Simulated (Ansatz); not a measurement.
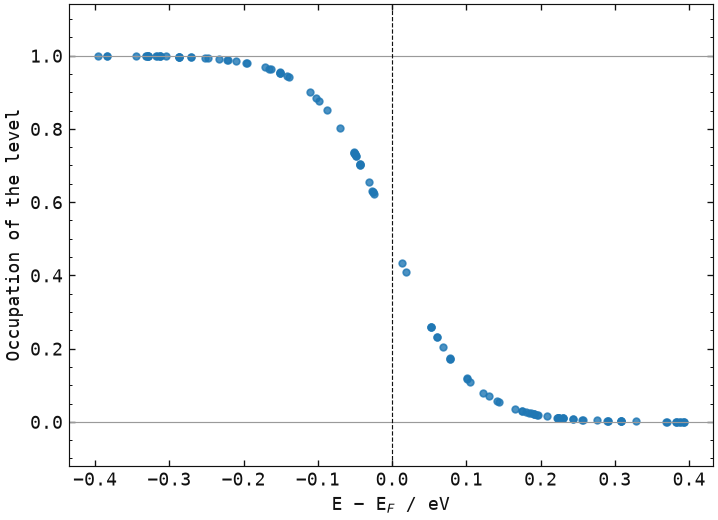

Occupations of the one-electron levels of the k mesh against their energy, from a run on MnSb, space group Fm-3m, 4 atoms in the cell, with Ansatz.

> Which smearing scheme was used (Fermi-Dirac, Gaussian, Methfessel-Paxton or cold), and about what width?

Fermi-Dirac smearing with a width of 0.05 eV. The occupations stay between 0 and 1 and have long exponential tails; the slope at the Fermi level is 1/(4 × width).
